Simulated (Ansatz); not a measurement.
## What a change does: single-point calculation on TiAl

System: TiAl (P1, 6 atoms in the cell).
Method of run 1: DFT r2SCAN, scalar-relativistic, plane waves, PAW, no spin polarisation (Ansatz 0.2.0).

The structure derives from a Materials Project entry. Text and figures count atoms from 1; the logs count them from 0 in places.

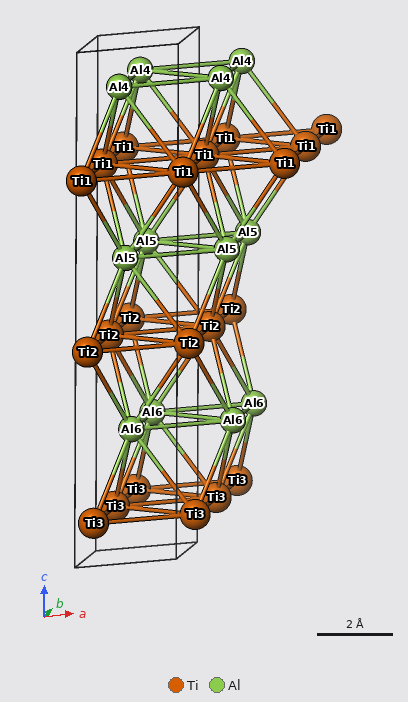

**Figure 1.** The input geometry (ball-and-stick view of the cell of the calculation, set on other vectors, repeated 2 × 2 × 1, seen slightly off an axis; atoms are numbered from 1 in the order of the input). An atom can appear more than once, as a periodic image. Near neighbours in the periodic cell (some may lie outside the picture): Ti has 6 Al at 2.61 to 3.18 Å and 6 Ti at 2.87 Å; Al has 6 Al at 2.87 Å and 6 Ti at 2.61 to 3.18 Å.

## Input file, run 1
```yaml
crystal:
  lattice:
    - [-2.8685970537, 0.0, 0.0]
    - [-1.4342985269, -2.4842779217, 0.0]
    - [-0.5737194107, 0.0, 13.9016027058]
  atoms:
    - { symbol: Ti, position: [-0.0499966667, 1.0, 0.2499833333] }
    - { symbol: Ti, position: [-0.1166633333, 1.0, 0.5833166667] }
    - { symbol: Ti, position: [-0.18333, 1.0, 0.91665] }
    - { symbol: Al, position: [0.31667, 0.3333333333, 0.0833166667] }
    - { symbol: Al, position: [0.2500033333, 0.3333333333, 0.41665] }
    - { symbol: Al, position: [0.1833366667, 0.3333333333, 0.7499833333] }
basis:
  ecutwfc: 500
kpoints:
  mp_grid: { grid: [23, 23, 5] }
hamiltonian:
  xc: r2scan
scf:
  occupations: { method: gaussian, width: 0.15 }
output:
  forces: true
  stress: true
  eigenvalues: true
```

Command:
```bash
ansatz run input.yaml --threads 2 --pin off --max-ram 5120MiB --backend cpu --events-out ev --progress --plain --runs-dir out
```

Hardware: 2 threads of AMD EPYC (Zen 5), 32 GiB of memory available, shared host.

## Output, shortened to warnings, some set-up lines, iterations and results (run 1)
```
Basis set: ecut = 500 eV, 2487 PW (Γ), exchange–correlation on 96×96×432 points (64 copies of the dense FFT grid, shifted against one another)
Symmetry: 1 space group operations
k-points: 1323 of 2645 (time reversal used)
Initial density: superposition of atomic densities (neutral atoms: chi_scale 0, normalization atom), corrected by the library's trained network
[...]
SCF iter   1: F=—  HF=-9135.799825 eV  |F-HF|=—  |Δ(HF+E_count)|=         —  Δρ=1.77e-2  dr2=5.74e-1  dr2_τ=4.35e-2  ethr=1.77e-3  ⟨swp⟩=5.4  Hψ=171951  notcnv=0
SCF iter   2: F=—  HF=-9135.827074 eV  |F-HF|=—  |Δ(HF+E_count)|=   2.72e-2  Δρ=5.06e-3  dr2=5.95e-2  dr2_τ=6.61e-3  ethr=1.28e-3  ⟨swp⟩=3.6  Hψ=83952  notcnv=0  defer=1226
SCF iter   3: F=—  HF=-9135.829121 eV  |F-HF|=—  |Δ(HF+E_count)|=   2.05e-3  Δρ=3.97e-3  dr2=1.10e-1  dr2_τ=1.52e-3  ethr=1.32e-4  ⟨swp⟩=2.4  Hψ=61114  notcnv=0  defer=1201
SCF iter   4: F=—  HF=-9135.828158 eV  |F-HF|=—  |Δ(HF+E_count)|=   9.63e-4  Δρ=1.97e-3  dr2=3.78e-3  dr2_τ=2.37e-4  ethr=1.32e-4  ⟨swp⟩=1.0  Hψ=37697  notcnv=0  defer=1202
SCF iter   5: F=—  HF=-9135.829228 eV  |F-HF|=—  |Δ(HF+E_count)|=   1.07e-3  Δρ=2.80e-4  dr2=8.69e-5  dr2_τ=2.48e-6  ethr=8.41e-6  ⟨swp⟩=2.8  Hψ=61332  notcnv=0  defer=1202
SCF iter   6: F=—  HF=-9135.829232 eV  |F-HF|=—  |Δ(HF+E_count)|=   3.61e-6  Δρ=1.81e-4  dr2=2.46e-4  dr2_τ=2.33e-6  ethr=1.93e-7  ⟨swp⟩=2.6  Hψ=52800  notcnv=0  defer=1202
SCF iter   7: F=—  HF=-9135.829229 eV  |F-HF|=—  |Δ(HF+E_count)|=   3.30e-6  Δρ=1.06e-4  dr2=7.64e-5  dr2_τ=8.21e-7  ethr=1.93e-7  ⟨swp⟩=2.0  Hψ=41941  notcnv=0  defer=1202
SCF iter   8: F=—  HF=-9135.829227 eV  |F-HF|=—  |Δ(HF+E_count)|=   1.58e-6  Δρ=3.06e-5  dr2=6.61e-6  dr2_τ=2.34e-8  ethr=1.70e-7  ⟨swp⟩=1.0  Hψ=37254  notcnv=0  defer=1202
SCF iter   9: F=—  HF=-9135.829227 eV  |F-HF|=—  |Δ(HF+E_count)|=   1.41e-7  Δρ=5.51e-6  dr2=2.23e-7  dr2_τ=1.07e-9  ethr=1.47e-8  ⟨swp⟩=1.0  Hψ=37194  notcnv=0  defer=1202
SCF iter  10: F=-9135.829227 eV  HF=-9135.829227 eV  |F-HF|=1.36e-8  |Δ(HF+E_count)|=   2.86e-9  Δρ=2.04e-6  dr2=1.45e-8  dr2_τ=3.24e-10  ethr=2.22e-10  ⟨swp⟩=7.6  Hψ=132838  …
SCF 1 converged in 10 iterations: F = -9135.829227 eV  dr2 = 1.45e-8
SCF converged after 10 iterations
Free energy (F): -9135.829227 eV
Harris-Foulkes:  -9135.829227 eV  (|F-HF|=1.36e-8)
Internal energy: -9135.750407 eV  (E = F + TS)
E sigma→0 (E₀):  -9135.789817 eV
Entropy (-TS):   -0.078820 eV (-13.137 meV/atom)
Fermi energy:    10.546292 eV
--- Per-component energies (eV) ---
  E_band       = -546.510677
  E_kinetic    = 888.250242
  E_local      = -3433.301651  (includes V_loc(G=0)·N_el)
  E_nonlocal   = 51.802671
  E_hartree    = 1479.866798
  E_xc         = -389.717799
  E_vxc        = -492.863944  (∫ρ·V_xc dr)
  E_paw        = -4590.154205  (= ΣΔE_a)
  E_vpaw       = -551.153995  (= ΣTr[D̂ρ^β])
  E_aug_tail   = 0.000265  (compensation charges beyond the density's cutoff)
  E_vtau       = 31.018059  (kinetic-family band-sum trace: ∫τ·v_τ [+ j·A + Jᵃ·Aᵃ] dr)
  E_ewald      = -3141.556034
  E_core_change = -0.940696  (= ΣΔE_core)
  E_smearing   = -0.078820  (= −TS)
  E_closure    = -0.000000  (closes the sum)
  Σ components = -9135.829227   (vs F -9135.829227, Δ=0.00e0)
--- Forces (eV/Å), atoms counted from 1 ---
  atom   1  Ti     0.10529158     0.00075919     0.05493594
  atom   2  Ti     0.00207431     0.00171079    -0.00324662
  atom   3  Ti    -0.61050505     0.41064627    -0.42713858
  atom   4  Al     0.49264984    -0.41229334     0.36980608
  atom   5  Al    -0.00026149    -0.00065866    -0.01289954
  atom   6  Al     0.01075543    -0.00017284     0.01855147
  max |Σ_I F_I| component: 8.75e-6 eV/Å
--- Stress (GPa, compression-positive) ---
       -0.884997      -1.485746       2.544850
       -1.485746       0.693400      -1.563589
        2.544850      -1.563589       1.460703
  P = ⅓ Tr σ = 0.4230 GPa (4.230 kbar)
```

The input of run 2 differs as follows (lines with − go, lines with + come):
```diff
-    - [-0.5737194107, 0.0, 13.9016027058]
+    - [-0.8605791161, 0.0, 13.9016027058]
-    - { symbol: Ti, position: [-0.0499966667, 1.0, 0.2499833333] }
-    - { symbol: Ti, position: [-0.1166633333, 1.0, 0.5833166667] }
-    - { symbol: Ti, position: [-0.18333, 1.0, 0.91665] }
-    - { symbol: Al, position: [0.31667, 0.3333333333, 0.0833166667] }
-    - { symbol: Al, position: [0.2500033333, 0.3333333333, 0.41665] }
-    - { symbol: Al, position: [0.1833366667, 0.3333333333, 0.7499833333] }
+    - { symbol: Ti, position: [-0.074995, 1.0, 0.2499833333] }
+    - { symbol: Ti, position: [-0.174995, 1.0, 0.5833166667] }
+    - { symbol: Ti, position: [-0.274995, 1.0, 0.91665] }
+    - { symbol: Al, position: [0.3083383333, 0.3333333333, 0.0833166667] }
+    - { symbol: Al, position: [0.2083383333, 0.3333333333, 0.41665] }
+    - { symbol: Al, position: [0.1083383333, 0.3333333333, 0.7499833333] }
```

Predict how the results change.

With the same functional and potentials, run 2 lies 30.1 meV per atom higher. The pressure goes from 0.42 to 0.79 GPa. The largest force goes from 0.851 to 1.312 eV/Å. The number of SCF iterations is the same. The plane waves at Γ go from 2487 to 2495.

## Output, shortened to warnings, some set-up lines, iterations and results (run 2)
```
Basis set: ecut = 500 eV, 2495 PW (Γ), exchange–correlation on 96×96×432 points (64 copies of the dense FFT grid, shifted against one another)
Symmetry: 1 space group operations
k-points: 1323 of 2645 (time reversal used)
Initial density: superposition of atomic densities (neutral atoms: chi_scale 0, normalization atom), corrected by the library's trained network
[...]
SCF iter   1: F=—  HF=-9135.623203 eV  |F-HF|=—  |Δ(HF+E_count)|=         —  Δρ=1.80e-2  dr2=9.75e-1  dr2_τ=4.47e-2  ethr=1.77e-3  ⟨swp⟩=5.4  Hψ=171818  notcnv=0
SCF iter   2: F=—  HF=-9135.651250 eV  |F-HF|=—  |Δ(HF+E_count)|=   2.80e-2  Δρ=7.39e-3  dr2=1.72e-1  dr2_τ=9.68e-3  ethr=1.77e-3  ⟨swp⟩=2.9  Hψ=67726  notcnv=0  defer=1213
SCF iter   3: F=—  HF=-9135.651059 eV  |F-HF|=—  |Δ(HF+E_count)|=   1.91e-4  Δρ=5.19e-3  dr2=2.66e-1  dr2_τ=2.95e-3  ethr=3.81e-4  ⟨swp⟩=2.5  Hψ=65805  notcnv=0  defer=1176
SCF iter   4: F=—  HF=-9135.647797 eV  |F-HF|=—  |Δ(HF+E_count)|=   3.26e-3  Δρ=2.16e-3  dr2=1.80e-2  dr2_τ=2.92e-4  ethr=3.81e-4  ⟨swp⟩=1.0  Hψ=37477  notcnv=0  defer=1176
SCF iter   5: F=—  HF=-9135.648523 eV  |F-HF|=—  |Δ(HF+E_count)|=   7.26e-4  Δρ=3.45e-4  dr2=2.01e-4  dr2_τ=3.96e-6  ethr=3.99e-5  ⟨swp⟩=1.1  Hψ=38832  notcnv=0  defer=1176
SCF iter   6: F=—  HF=-9135.648548 eV  |F-HF|=—  |Δ(HF+E_count)|=   2.50e-5  Δρ=3.89e-4  dr2=1.18e-3  dr2_τ=1.08e-5  ethr=4.46e-7  ⟨swp⟩=2.2  Hψ=52005  notcnv=0  defer=1175
SCF iter   7: F=—  HF=-9135.648525 eV  |F-HF|=—  |Δ(HF+E_count)|=   2.31e-5  Δρ=9.47e-5  dr2=5.55e-5  dr2_τ=6.27e-7  ethr=4.46e-7  ⟨swp⟩=2.0  Hψ=43275  notcnv=0  defer=1175
SCF iter   8: F=—  HF=-9135.648518 eV  |F-HF|=—  |Δ(HF+E_count)|=   6.68e-6  Δρ=2.65e-5  dr2=5.06e-6  dr2_τ=3.57e-8  ethr=1.23e-7  ⟨swp⟩=1.2  Hψ=38578  notcnv=0  defer=1174
SCF iter   9: F=—  HF=-9135.648518 eV  |F-HF|=—  |Δ(HF+E_count)|=   1.01e-7  Δρ=6.96e-6  dr2=3.69e-7  dr2_τ=2.12e-9  ethr=1.12e-8  ⟨swp⟩=1.0  Hψ=37505  notcnv=0  defer=1174
SCF iter  10: F=-9135.648518 eV  HF=-9135.648518 eV  |F-HF|=4.79e-9  |Δ(HF+E_count)|=   7.71e-9  Δρ=1.17e-6  dr2=5.28e-9  dr2_τ=9.96e-11  ethr=2.22e-10  ⟨swp⟩=7.6  Hψ=136640  …
SCF 1 converged in 10 iterations: F = -9135.648518 eV  dr2 = 5.28e-9
SCF converged after 10 iterations
Free energy (F): -9135.648518 eV
Harris-Foulkes:  -9135.648518 eV  (|F-HF|=4.79e-9)
Internal energy: -9135.573810 eV  (E = F + TS)
E sigma→0 (E₀):  -9135.611164 eV
Entropy (-TS):   -0.074708 eV (-12.451 meV/atom)
Fermi energy:    10.572014 eV
--- Per-component energies (eV) ---
  E_band       = -545.856610
  E_kinetic    = 888.624324
  E_local      = -3435.475017  (includes V_loc(G=0)·N_el)
  E_nonlocal   = 52.152990
  E_hartree    = 1481.085056
  E_xc         = -389.732480
  E_vxc        = -492.928555  (∫ρ·V_xc dr)
  E_paw        = -4590.343621  (= ΣΔE_a)
  E_vpaw       = -551.453061  (= ΣTr[D̂ρ^β])
  E_aug_tail   = 0.000265  (compensation charges beyond the density's cutoff)
  E_vtau       = 31.051235  (kinetic-family band-sum trace: ∫τ·v_τ [+ j·A + Jᵃ·Aᵃ] dr)
  E_ewald      = -3140.944632
  E_core_change = -0.940696  (= ΣΔE_core)
  E_smearing   = -0.074708  (= −TS)
  E_closure    = 0.000000  (closes the sum)
  Σ components = -9135.648518   (vs F -9135.648518, Δ=0.00e0)
--- Forces (eV/Å), atoms counted from 1 ---
  atom   1  Ti     0.10698827     0.00336905     0.09609138
  atom   2  Ti     0.00398881     0.00472825    -0.00928285
  atom   3  Ti    -0.64804542     0.77817778    -0.83463243
  atom   4  Al     0.52160541    -0.78678951     0.72650499
  atom   5  Al     0.00074902    -0.00039065    -0.02459285
  atom   6  Al     0.01470346     0.00089787     0.04590812
  max |Σ_I F_I| component: 1.05e-5 eV/Å
--- Stress (GPa, compression-positive) ---
       -1.795273      -1.639758       2.609754
       -1.639758       1.279898      -2.961364
        2.609754      -2.961364       2.891451
  P = ⅓ Tr σ = 0.7920 GPa (7.920 kbar)
```

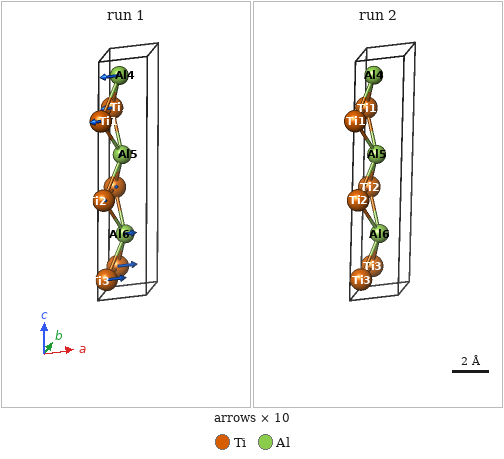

**Figure 2.** The two input geometries at one scale (ball-and-stick view of the cell of the calculation, set on other vectors, seen slightly off an axis). The blue arrows on the first give the shifts of the atoms relative to the cell, with their mean removed, magnified 10 times. The largest moves relative to the cell, 0.12 Å, are those of Ti3 and Al4. Largest moves by element: Al 0.12 Å, Ti 0.12 Å. (The mean shift of all atoms is removed.) The drawn cell changes at constant volume: a = b stay at 2.869 Å, c 13.913 → 13.928 Å (+0.1 %), α 88.8° → 88.2°, β 87.6° → 86.5°. Among the contacts that change: Ti3–Al4 3.176 → 3.365 Å.

## The two runs side by side

```tsv
quantity	run 1	run 2
outcome	converged	converged
free energy per atom (eV)	−1522.6382	−1522.6081
energy per atom, smearing taken to zero (eV)	−1522.6316	−1522.6019
gap on the mesh (eV)	0.00	0.00
pressure (GPa)	0.42	0.79
largest force (eV/Å)	0.851	1.312
SCF iterations	10	10
irreducible k-points	1323	1323
plane waves at Γ	2487	2495
wall time (shared host)	1.8 min	1.9 min
```
